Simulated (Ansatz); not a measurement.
# Single-point calculation, with input and output: CuO (part 2 of 2)

Continued. System: CuO (Cc, 8 atoms in the cell). Method: DFT PBE+U, scalar-relativistic, plane waves, PAW, Ueff = 7 eV on Cu atom 1 d; Ueff = 7 eV on Cu atom 2 d; Ueff = 7 eV on Cu atom 5 d; Ueff = 7 eV on Cu atom 6 d, spin-polarised (Ansatz 0.2.0); cutoff 420 eV, 7×7×4 k-mesh, Gaussian smearing of 0.05 eV, collinear spins. The structure derives from an entry of the Crystallography Open Database. It belongs to a series of runs on one base structure; here: from atoms, default search.

Geometry of the input (Å; fractional positions):
```
4.6893  0.0000  0.0000
4.6893  3.4268  0.0000
-0.8605  0.0000  5.0594
Cu 0.0032  0.2468  0.0000
Cu 0.4968  0.7532  0.5000
O  0.5714  0.9171  0.2537
O  0.4056  0.0829  0.7537
Cu 0.0032  0.7468  0.0000
Cu 0.4968  0.2532  0.5000
O  0.5714  0.4171  0.2537
O  0.4056  0.5829  0.7537
```

Output, continued:
```
--- Stress (GPa, compression-positive) ---
        8.994161       0.000000      -1.382538
        0.000000       7.629443       0.000000
       -1.382298       0.000000       9.420204
  P = ⅓ Tr σ = 8.6813 GPa (86.813 kbar)
--- Band table (eV; the first three rows and the last of 120) ---
  k-point 0 ↑: bands = ["-101.0356", "-101.0352", "-100.2266", "-100.2265", "-58.7548", "-58.7542", "-58.7463", "-58.7420", "-57.7221", "-57.7196", "-57.7133", "-57.7105", "-57.6767", "-57.6750", "-57.3957", "-57.3942", "-7.5984", "-6.2193", "-6.1894", "-6.0850", "2.9960", "3.5601", "3.8334", "4.1648", "4.6175", "5.1830", "5.3738", "5.5528", "5.5987", "5.8543", "5.9831", "6.0934", "6.1325", "6.2264", "6.2928", "6.3696", "6.4390", "6.5766", "6.7327", "7.7305", "7.9604", "8.1213", "8.5249", "8.6182", "9.3548", "9.3641", "9.4048", "9.8240", "10.2701", "11.4661", "13.2646", "13.5408", "13.6689", "15.5328", "18.2333", "19.1639", "20.3474", "20.6935", "22.2318", "23.5754", "24.6944", "25.4875", "26.2350"]
  k-point 1 ↑: bands = ["-101.0353", "-101.0350", "-100.2264", "-100.2263", "-58.7545", "-58.7542", "-58.7460", "-58.7428", "-57.7214", "-57.7196", "-57.7132", "-57.7113", "-57.6765", "-57.6753", "-57.3956", "-57.3945", "-7.4219", "-6.4272", "-6.2078", "-6.1194", "3.4479", "3.7938", "3.9544", "4.3298", "4.5170", "5.0629", "5.2825", "5.4211", "5.4977", "5.6478", "5.7451", "6.0107", "6.0635", "6.2419", "6.2710", "6.3823", "6.3834", "6.4905", "6.9889", "7.8187", "7.9149", "7.9679", "8.5112", "8.8527", "9.0201", "9.4306", "9.6583", "9.7175", "10.2458", "11.1833", "13.1361", "13.3022", "14.4795", "16.1110", "17.3818", "18.7972", "20.4172", "21.5777", "21.9587", "24.4224", "24.8473", "25.5077", "26.8722"]
  k-point 2 ↑: bands = ["-101.0349", "-101.0349", "-100.2261", "-100.2261", "-58.7542", "-58.7542", "-58.7447", "-58.7447", "-57.7202", "-57.7202", "-57.7127", "-57.7127", "-57.6759", "-57.6759", "-57.3951", "-57.3951", "-6.9585", "-6.9585", "-6.1702", "-6.1702", "4.1442", "4.1442", "4.4293", "4.4293", "4.5256", "4.5256", "4.9130", "4.9130", "5.4632", "5.4632", "5.8666", "5.8666", "6.1802", "6.1802", "6.2783", "6.2783", "6.3840", "6.3840", "7.4067", "7.4067", "8.0652", "8.0652", "8.2938", "8.2938", "9.4319", "9.4319", "9.9261", "9.9261", "10.5087", "10.5087", "13.0108", "13.0108", "15.9926", "15.9926", "17.3746", "17.3746", "21.1973", "21.1973", "23.8654", "23.8654", "25.1161", "25.1161", "26.4179"]
  k-point 59 ↓: bands = ["-101.0349", "-101.0344", "-100.2261", "-100.2259", "-58.7546", "-58.7542", "-58.7460", "-58.7429", "-57.7215", "-57.7196", "-57.7134", "-57.7113", "-57.6766", "-57.6755", "-57.3957", "-57.3947", "-7.0346", "-6.6727", "-6.4096", "-6.1496", "3.7864", "3.8332", "4.2075", "4.6353", "4.7978", "5.0219", "5.2400", "5.4815", "5.5049", "5.6182", "5.6539", "5.7330", "5.8634", "5.9505", "6.0526", "6.2603", "6.4201", "6.4817", "7.1778", "7.2921", "7.9557", "8.1686", "8.4464", "8.7210", "9.3106", "9.3552", "9.5921", "9.6047", "10.2114", "10.7547", "12.4817", "12.9111", "16.1953", "16.7735", "18.0685", "18.6721", "21.4575", "21.5843", "23.3764", "23.3807", "24.6104", "25.2392", "25.9778"]
Occupation matrices written to [file]
--- Löwdin populations: 8 sites ---
  site symbol       q [e]    m [muB]
     0     Cu     17.9317     0.5474
     1     Cu     17.9317     0.5474
     2      O      6.9536     0.0278
     3      O      6.9536     0.0278
     4     Cu     17.9317    -0.5474
     5     Cu     17.9317    -0.5474
     6      O      6.9536    -0.0278
     7      O      6.9536    -0.0278
  spilling = 0.004586 (of n_electrons = 100.000000)
--- Occupation matrices: 4 shells (run DFT+U table (all-electron-ortho-atomic); ε = 6.09e-3) ---
  Cu0 d_3D: site group C1 (1)
  Cu0 d_3D up     Tr n = 4.9646  λ = 0.984 0.987 0.997 0.998 0.998  [2× xy 0.35 A(1.00) | 3× z2 0.30 A(1.00)]
  Cu0 d_3D dn     Tr n = 4.4021  λ = 0.425 0.984 0.997 0.998 0.999  [xz 0.60 A(1.00) | xy 0.73 A(1.00) | 3× z2 0.30 A(1.00)]
  Cu1 d_3D: site group C1 (1)
  Cu1 d_3D up     Tr n = 4.9646  λ = 0.984 0.987 0.997 0.998 0.998  [2× xy 0.35 A(1.00) | 3× z2 0.30 A(1.00)]
  Cu1 d_3D dn     Tr n = 4.4021  λ = 0.425 0.984 0.997 0.998 0.999  [xz 0.60 A(1.00) | xy 0.73 A(1.00) | 3× z2 0.30 A(1.00)]
  Cu4 d_3D: site group C1 (1)
  Cu4 d_3D up     Tr n = 4.4021  λ = 0.425 0.984 0.997 0.998 0.999  [xz 0.60 A(1.00) | xy 0.73 A(1.00) | 3× z2 0.30 A(1.00)]
  Cu4 d_3D dn     Tr n = 4.9646  λ = 0.984 0.987 0.997 0.998 0.998  [2× xy 0.35 A(1.00) | 3× z2 0.30 A(1.00)]
  Cu5 d_3D: site group C1 (1)
  Cu5 d_3D up     Tr n = 4.4021  λ = 0.425 0.984 0.997 0.998 0.999  [xz 0.60 A(1.00) | xy 0.73 A(1.00) | 3× z2 0.30 A(1.00)]
  Cu5 d_3D dn     Tr n = 4.9646  λ = 0.984 0.987 0.997 0.998 0.998  [2× xy 0.35 A(1.00) | 3× z2 0.30 A(1.00)]
  Tr n, λ and their labels are of the run-group-symmetrised matrices; stabiliser: 4 of 8 elements of G0×{1,Θ} (closed), max defect 1.5e-15 at τ = 1.3e-3
```

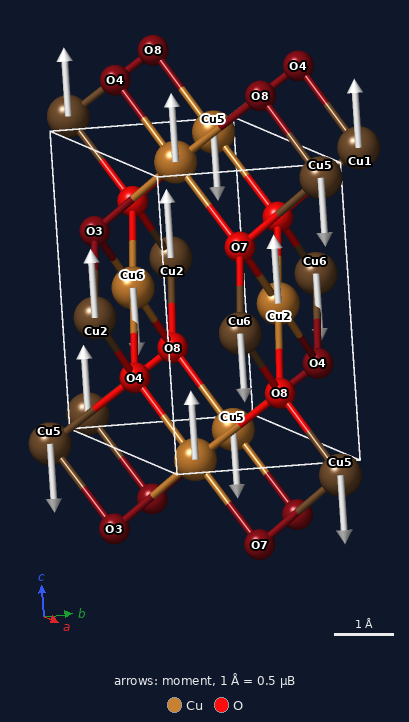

Figure 1. Magnetic moments of the sites as white arrows (ball-and-stick view of the cell of the calculation, set on other vectors, seen slightly off an axis; neighbours outside the cell are drawn fainter; atoms are numbered from 1 in the order of the input); small moments hardly show. The run is collinear, so the axis drawn is arbitrary. Site moments: Cu2 (0.60 μB); Cu6 (−0.60 μB); Cu1 (0.60 μB); Cu5 (−0.60 μB). They are counted near the atoms and needn't add up to the moment of the cell.

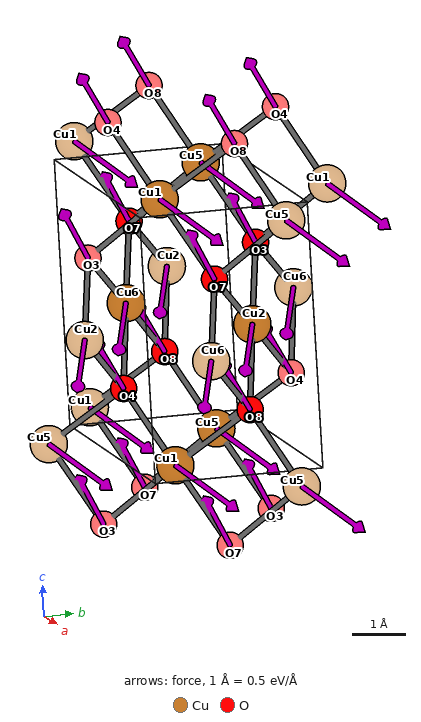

Figure 2. Forces on the atoms as pink arrows (ball-and-stick view of the cell of the calculation, set on other vectors, seen slightly off an axis; neighbours outside the cell are drawn fainter; atoms are numbered from 1 in the order of the input). The largest act on all 4 Cu atoms (0.91 eV/Å); all 4 O atoms (0.83 eV/Å). The geometry is not a stationary point of this energy.

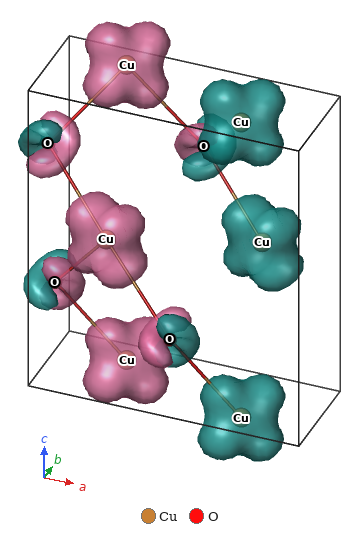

Figure 3. Isosurfaces of the magnetisation density (up minus down) at +0.08 (teal) and −0.08 e/Å³ (pink), seen slightly off an axis. Sticks mark near contacts. The outline is the cell set on symmetry axes of the magnetic structure. The cell of the calculation (8 atoms) carries 0.0 μB net. In a PAW calculation such maps are meaningful between the atoms, not at the nuclei.

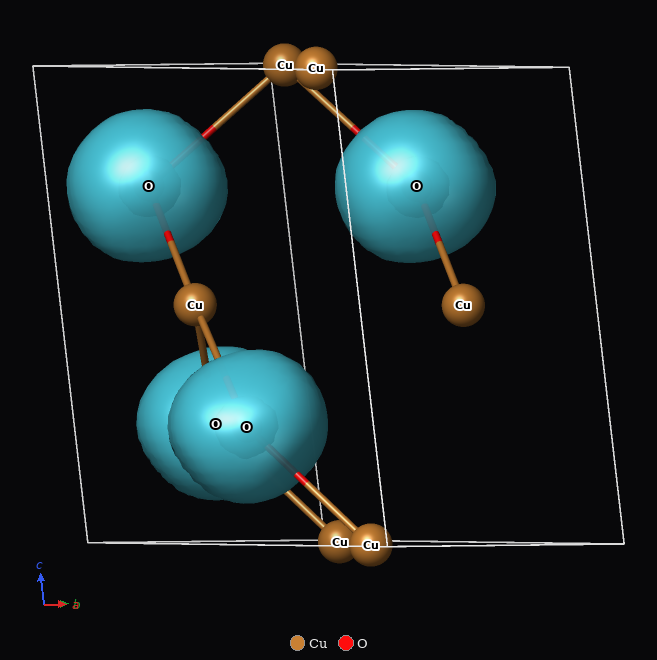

Figure 4. Isosurface of the electron localisation function at 0.65 (cyan), seen at an oblique angle. Only the valence region is drawn (cores and ρ < 0.01 e/Å³ removed). Sticks mark near contacts. The outline is the cell set on symmetry axes of the magnetic structure. Along the contacts the grid gives the following. Cu–O (1.91 Å): the ELF is about 0.20 at the midpoint. Cu–O (1.98 Å): the ELF is about 0.20 at the midpoint.

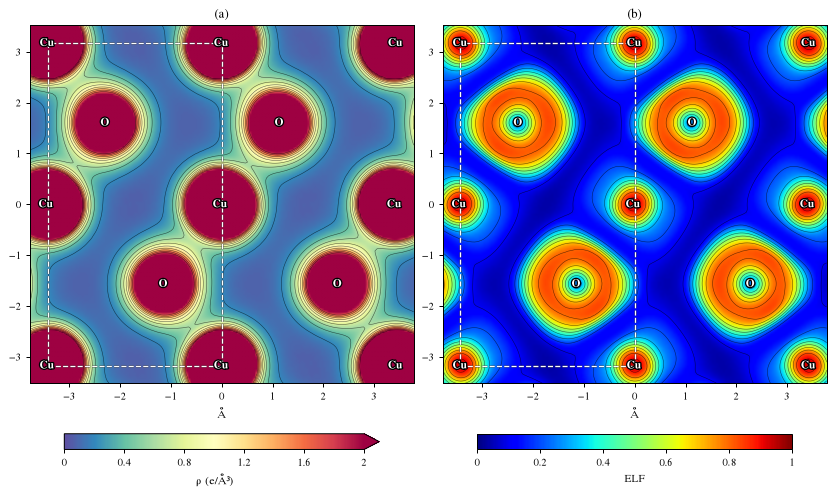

Figure 5. (a) valence electron density; (b) ELF on the (101̄) plane of the conventional cell of the magnetic structure. Atoms in the plane: Cu and O. Cu–O (1.93 Å): ρ at the midpoint is about 0.67 e/Å³; the ELF is about 0.20 at the midpoint. Cu–O (1.98 Å): ρ is about 0.61 e/Å³ halfway; the ELF is about 0.20 at the midpoint. Away from the nuclei the density in this plane falls to 0.06 e/Å³ at its lowest. The strong features right at Cu lie inside the PAW spheres (semicore, d or f shells) and say nothing about bonding.
